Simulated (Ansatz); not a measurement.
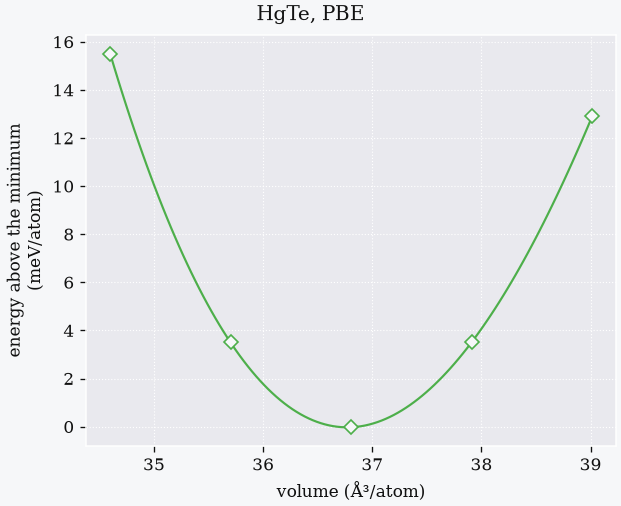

The plot gives the computed energy above the minimum against volume for HgTe, space group F-43m (No. 216).

Structure:
```yaml
crystal:
  lattice:
    - [0.00000, 3.32641, 3.32641]
    - [3.32641, 0.00000, 3.32641]
    - [3.32641, 3.32641, 0.00000]
  atoms:
    - { symbol: Hg, position: [0.00000, 0.00000, 0.00000] }
    - { symbol: Te, position: [0.25000, 0.25000, 0.25000] }
```

Computed with Ansatz 0.2.0: third-order Birch-Murnaghan fit to density functional energies at scaled volumes of the given relaxed cell, shape and atoms relaxed at each volume; energies count from the fitted minimum; plane waves with PAW datasets, Γ-centred k mesh. Level: PBE, no spin polarisation.

- wave cutoff: 420 eV
- k mesh: 12×12×12
- occupations: Gaussian
- smearing width: 0.1 eV

This calculation gives: equilibrium volume 36.77 Å³/atom and bulk modulus 34.2 GPa.

Now the level changes from PBE to r2SCAN. The second calculation uses wave cutoff 500.0 eV. Predict the effect.

The equilibrium volume falls from 36.77 to 35.49 Å³/atom (−3.5 %) and the bulk modulus rises from 34.2 to 40.1 GPa (+17 %).

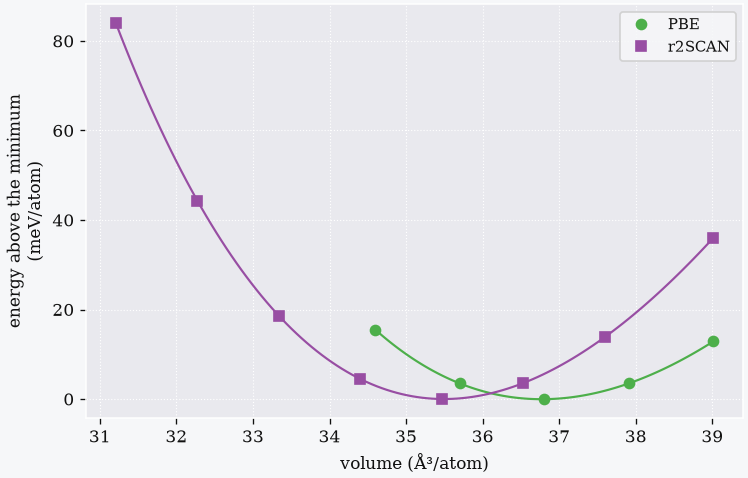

The two results together.

For both, limits of the calculation: bands touch, and spin-orbit coupling could open a gap.

V0 and the bulk modulus come from third-order Birch–Murnaghan fits.
